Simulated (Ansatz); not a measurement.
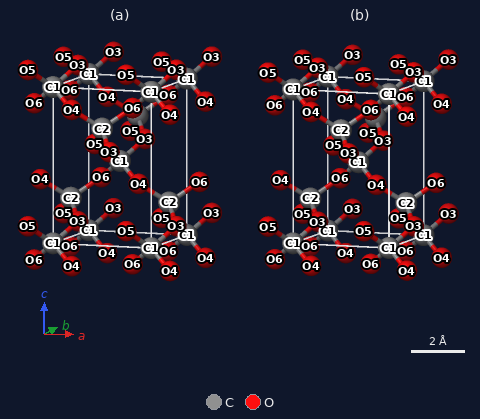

The structure of solid CO2 (built on the measured structure type) before (left) and after (right) a relaxation, at one scale.

A ball-and-stick model of the conventional cell (2 times the calculation's cell), seen slightly off an axis. Lengths and directions refer to the drawn axes.

These are results of DFT, LDA, plane waves, PAW (Ansatz 0.2.0), not measurements. Set-up: plane-wave cutoff 420 eV; k-point mesh 8 × 8 × 8; occupations fermi dirac; smearing width 0.02 eV; no spin polarisation; cell and atoms relaxed; force threshold 0.005 eV/Å.

Q: Summarise the run.

A: The energy falls by 18.4 meV per atom in 6 accepted moves (9 points after the start). The largest force component goes from 0.53 to under 0.0001 eV/Å. Pressure: −13.59 GPa at the start and 0.00 GPa at the end. At 3 points the geometry stayed and the basis and grid were re-selected for the new cell (energy shift of 3.4 meV per atom at most each time). The largest moves relative to the cell, 0.018 Å, are those of O3, O4, O5 and O6. O3 goes along +a. C stays in place. Cell: a = b 3.964 → 3.869 Å (−2.4 %), c 5.984 → 5.894 Å (−1.5 %). Volume −6.2 %. Among the contacts that change: C1–O3 1.402 → 1.381 Å. The space group stays I-42d (No. 122).
